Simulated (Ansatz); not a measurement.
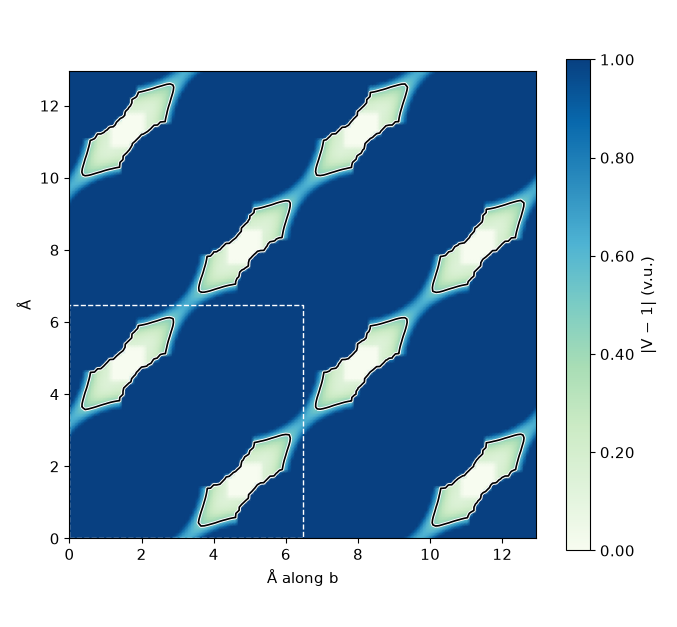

Bond-valence mismatch |V − 1| for Li+ in AgI (F-43m) on the section x = 0.117 (parallel to b and c; the dashed line is one cell); the black line is the 0.5 v.u. contour, and values above the scale's top are cut off.

At each point the valence sum V of a Li+ ion is computed from the anions within 5 Å (s = exp((R0 − d)/b), R0 fitted to published crystal structures with b = 0.37 Å; R0: Li+–I 2.334 Å). Points too close to the other cations are excluded (2.0 Å from Ag). Li+ is a guest here, not part of the formula. This is an empirical screen for pathways, not an energy calculation.

Origin of the cell: a calculation's input that goes back to an entry of the Crystallography Open Database (an earlier step may have relaxed or displaced it).

```cif
data_structure
_symmetry_space_group_name_H-M 'F-43m'
_symmetry_Int_Tables_number 216
_cell_length_a 6.4730
_cell_length_b 6.4730
_cell_length_c 6.4730
_cell_angle_alpha 90.000
_cell_angle_beta 90.000
_cell_angle_gamma 90.000
_cell_volume 271.22
loop_
_atom_site_label
_atom_site_type_symbol
_atom_site_symmetry_multiplicity
_atom_site_Wyckoff_symbol
_atom_site_fract_x
_atom_site_fract_y
_atom_site_fract_z
_atom_site_occupancy
Ag1 Ag 4 a 0.00000 0.00000 0.00000 1
I1 I 4 c 0.25000 0.75000 0.75000 1
```

### In the whole crystal, how are the regions below 0.5 v.u. connected?

The regions form a three-dimensional network.

### At which mismatch do paths open?

From a mismatch of about 0.35 v.u. the regions form a three-dimensional network. These are grid estimates, good to about 0.1 v.u.
